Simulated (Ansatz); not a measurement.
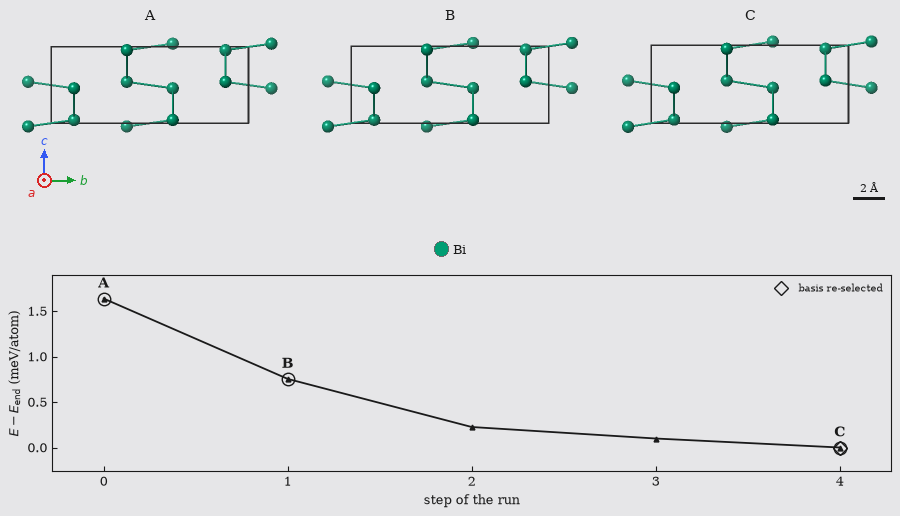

Frames of a relaxation of solid Bi (a generated structure, set up in Cmce), marked on the history of the run. Style: ball-and-stick. Shown: the conventional cell (2 times the calculation's cell), along the a axis. Lengths and directions refer to the drawn axes.

Case: P → Bi on all its sites, cell and atoms relaxed.

The calculation used DFT r2SCAN, scalar-relativistic, plane waves, PAW (Ansatz).

Input
```yaml
crystal:
  lattice:
    - [2.2828097842, -6.4216692698, 0.0]
    - [2.2828097842, 6.4216692698, 0.0]
    - [0.0, 0.0, 4.964231986]
  atoms:
    - { symbol: Bi, position: [0.1163786411, 0.8836213589, 0.9575096463] }
    - { symbol: Bi, position: [0.6163786411, 0.3836213589, 0.5424903537] }
    - { symbol: Bi, position: [0.8836213589, 0.1163786411, 0.0424903537] }
    - { symbol: Bi, position: [0.3836213589, 0.6163786411, 0.4575096463] }
basis:
  ecutwfc: 500
kpoints:
  mp_grid: { grid: [8, 8, 8] }
hamiltonian:
  xc: r2scan
scf:
  occupations: { method: gaussian, width: 0.01 }
output:
  forces: true
  stress: true
  eigenvalues: true
relax:
  adjacent_minimum: "off"
  f_tol: 0.01
  max_steps: 60
  cell: { stress_tol: 0.1 }
```

Command:
```bash
ansatz run input.yaml --threads 1 --pin off --max-ram 2560MiB --backend cpu --events-out ev --progress --plain --runs-dir out
```

Describe the path.

The largest moves relative to the cell, 0.020 Å, are those of Bi1, Bi2, Bi3 and Bi4. Bi1 goes roughly along −c. The drawn cell changes as follows: a 4.566 → 4.522 Å (−1.0 %), b unchanged at 12.843 Å, c 4.964 → 5.078 Å (+2.3 %); the volume changes by +1.3 %. Among the contacts that change: Bi1–Bi3 3.019 → 3.032 Å, Bi1–Bi2 3.075 → 3.064 Å. The space group stays Cmce (No. 64). Over 3 accepted moves (4 points after the start) the energy falls by 1.6 meV per atom. The largest force component goes from 0.05 to 0.0043 eV/Å. The pressure goes from 0.21 to 0.01 GPa. At 1 point the geometry stayed and the basis and grid were re-selected for the new cell (energy shift of 0.1 meV per atom at most each time). Cost: 5.4 min on 1 thread of Arm Neoverse V1, with other jobs on the host, peak memory 1.2 GiB. From step 0 to 1: volume +0.7 %, energy −0.9 meV per atom. From step 1 to 4: volume +0.6 %, energy −0.8 meV per atom.
